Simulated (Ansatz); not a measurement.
```cif
data_structure
_symmetry_space_group_name_H-M 'P 1'
_symmetry_Int_Tables_number 1
_cell_length_a 4.6937
_cell_length_b 4.6937
_cell_length_c 21.4882
_cell_angle_alpha 90.000
_cell_angle_beta 90.000
_cell_angle_gamma 120.000
_cell_volume 409.98
loop_
_atom_site_label
_atom_site_type_symbol
_atom_site_fract_x
_atom_site_fract_y
_atom_site_fract_z
_atom_site_occupancy
Ta1 Ta 0.66667 0.33333 0.18615 1
Ta2 Ta 0.33333 0.66667 0.23074 1
Ta3 Ta 0.00000 0.00000 0.27532 1
Ta4 Ta 0.66667 0.33333 0.31644 1
Ta5 Ta 0.33333 0.66667 0.35531 1
Ta6 Ta 0.00000 0.00000 0.39502 1
Si1 Si 0.88889 0.11111 0.55185 1
```

A point of a scan over the structure, not its minimum; not relaxed (largest force 1.8 eV/Å); PAW files of the earlier set (soft_1); spin-polarised.

Method: Ansatz, DFT PBE, scalar-relativistic, plane waves, PAW.

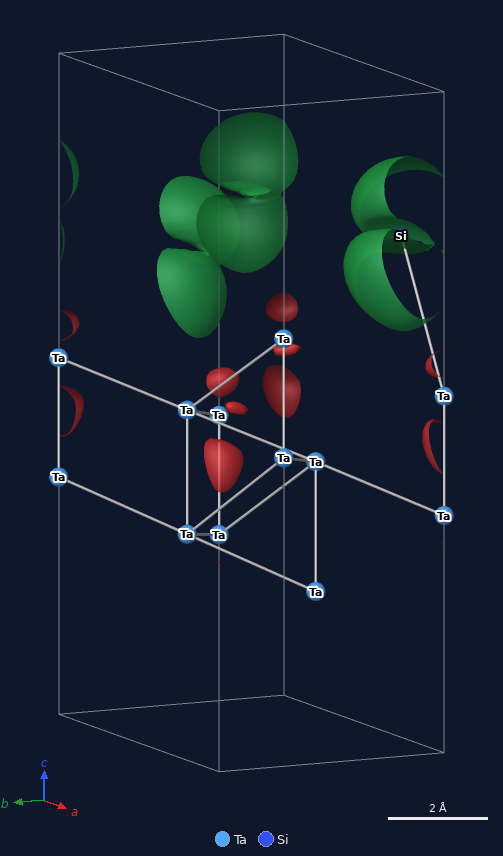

Ta6Si (slab). Isosurfaces of the spin density (up minus down) at +0.015 (green) and −0.015 e/Å³ (red), seen at an oblique angle. Sticks mark near contacts.

Describe the spin distribution.

The spin density sits on Si: +0.3 μB in one cell of 7 atoms, with smaller moments on other sites: Ta (up to −0.05 μB): a single local moment. The cell of the calculation (7 atoms) carries 0.4 μB of net spin moment.
